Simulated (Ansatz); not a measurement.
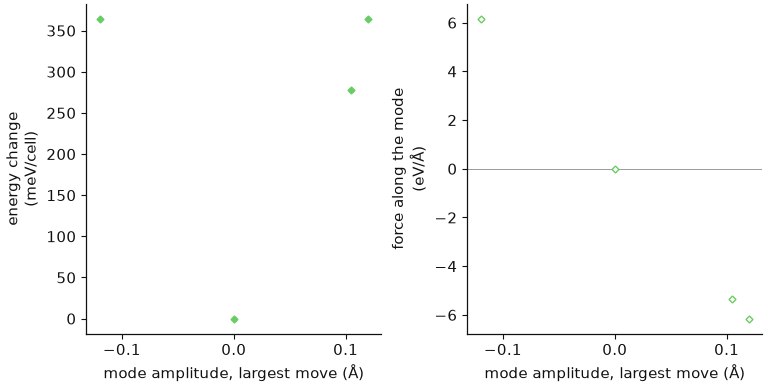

Plotted: energy change and force along the mode against mode amplitude for ZnS, space group P6_3mc (No. 186).

Starting cell:
```xyz
8
Lattice="-3.8455 0.0000 0.0000 0.0000 0.0000 -6.3053 0.0000 -6.6606 0.0000" Properties=species:S:1:pos:R:3 pbc="T T T"
Zn   -1.9227   -1.1101   -6.2724
Zn    0.0000   -4.4404   -6.2724
Zn    0.0000   -2.2202   -3.1198
Zn   -1.9227   -5.5505   -3.1198
S    -1.9227   -1.1101   -3.9107
S     0.0000   -4.4404   -3.9107
S     0.0000   -2.2202   -0.7580
S    -1.9227   -5.5505   -0.7580
```

Displacement pattern for amplitude 1 (x, y, z for each atom, in the order of the cell):
```csv
atom,x,y,z
Zn1,0.00,0.00,-0.11
Zn2,0.00,0.00,-0.11
Zn3,0.00,0.00,0.11
Zn4,0.00,0.00,0.11
S5,0.00,0.00,1.00
S6,0.00,0.00,1.00
S7,0.00,0.00,-1.00
S8,0.00,0.00,-1.00
```

Computed with Ansatz 0.2.0: a normal mode of the cell frozen into a crystal at growing amplitude, by plane-wave density functional theory with PAW datasets, free energies less that of the undisturbed cell; scalar-relativistic. Level: PBE, no spin polarisation.

wave cutoff 420 eV; k mesh 8×4×4; occupations Gaussian; smearing width 0.05 eV; k shift (0, 0, 0) (mesh steps); start relaxed.

The points at mode amplitude −0.09, −0.03, 0.06 and 0.12 follow from computed ones by symmetry.

The points at mode amplitude −0.090 Å, −0.060 Å, −0.030 Å, 0.030 Å, 0.060 Å and 0.090 Å are left out of the plot. What values does the calculation give there?

| mode amplitude, largest move (Å) | energy change (meV/cell) | force along the mode (eV/Å) |
| --- | --- | --- |
| −0.090 | 203.6 | 4.6 |
| −0.060 | 90.1 | 3.0 |
| −0.030 | 22.5 | 1.5 |
| 0.030 | 22.5 | −1.5 |
| 0.060 | 90.1 | −3.0 |
| 0.090 | 203.6 | −4.6 |
